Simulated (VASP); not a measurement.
ZrSe₂: space group P-3m1 (No. 164), a = 3.798 Å, b = 3.798 Å, c = 6.192 Å, α = 90.00°, β = 90.00°, γ = 120.00°. Source: an entry of the Crystallography Open Database, as set up for an electronic-structure calculation. Forms under 0.4 % of the area are left out.

**Estimate the growth shape by the BFDH rule (face distance proportional to 1/d, absences counted).**

The forms computed, by share of the surface:

| form | faces | d (Å) | share of area (%) |
| --- | --- | --- | --- |
| {100} | 6 | 3.289 | 51.5 |
| {001} | 2 | 6.192 | 48.5 |

Widths along a, b and c stand as 1.00 : 1.00 : 0.46.

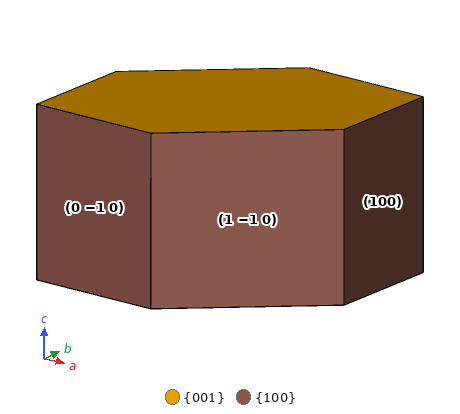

The computed shape, faces indexed. The rule is geometric and ignores bonding and growth conditions.
